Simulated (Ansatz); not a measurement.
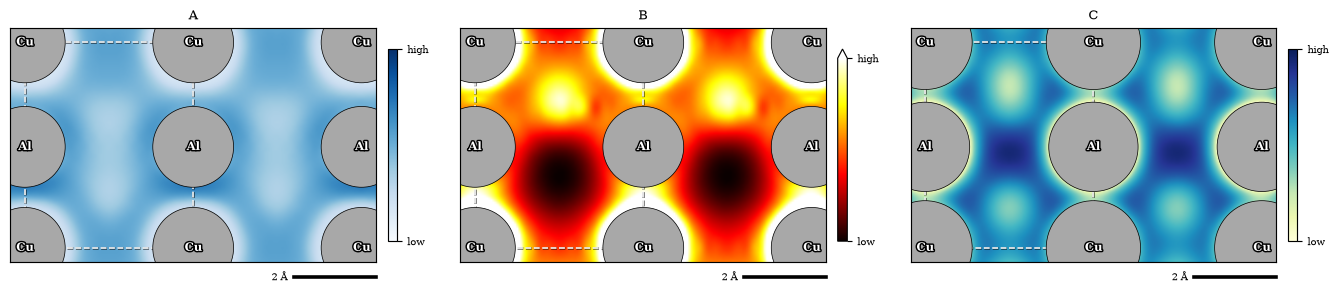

Al$_{3}$Cu$_{2}$: 3 fields on the (010) plane of the conventional cell, with unlabelled colour scales. Grey discs cover the atomic cores.

Space group P-3m1; a structure from a database of computed crystals, not necessarily the ambient phase.

Computed with Kohn-Sham DFT of a periodic cell, PBEsol, Ansatz PAW in Ansatz.

### The panels show electron localisation function, electrostatic potential energy of an electron and valence pseudo-density in some order. Assign them.

Panel A: electron localisation function. Panel B: valence pseudo-density. Panel C: electrostatic potential energy of an electron (low next to the atoms, rising into the space between them). From the grid: Al–Cu (2.45 Å): ρ is about 0.33 e/Å³ halfway; the ELF peaks at about 0.70 between the atoms. Al–Cu (2.54 Å): the density is about 0.26 e/Å³ at the midpoint; the ELF is about 0.35 at the midpoint.
